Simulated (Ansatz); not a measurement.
Cu3Cl2

```
CELL_PARAMETERS angstrom
3.52924 0.00000 0.00000
-1.76462 3.05642 0.00000
0.00000 0.00000 9.40848
ATOMIC_POSITIONS crystal
Cu 0.00000 0.00000 0.00000
Cu 0.33333 0.66667 0.84974
Cu 0.66667 0.33333 0.15026
Cl 0.33333 0.66667 0.27973
Cl 0.66667 0.33333 0.72027
```

Space group P-3m1; started from the A-type sesquioxide_164 prototype, which need not be the ambient phase; computed without spin polarisation.

Theory: DFT PBE, scalar-relativistic, plane waves, PAW in Ansatz.

Q: Predict the valence pseudo-density and electron localisation function between the atoms.

A: Cu–Cl (2.37 Å): the density is about 0.44 e/Å³ at the midpoint; the ELF peaks at about 0.85 in the valence shell of Cl, 0.7 Å from its nucleus, and is about 0.35 at the midpoint.

Q: Does the calculation make it a metal, or give it a gap?

A: It is gapless in this calculation (a metal or semimetal); semilocal functionals without U, or without the true magnetic order, often close the gap of such compounds.

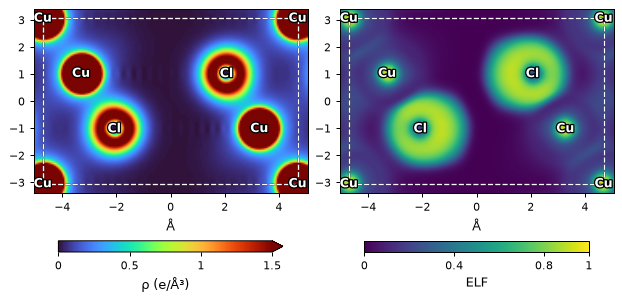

Computed valence pseudo-density and electron localisation function on the (110) plane of the conventional cell, in this order. 

Core electrons are frozen (PAW), and the valence fields are smoothed inside the atomic spheres.
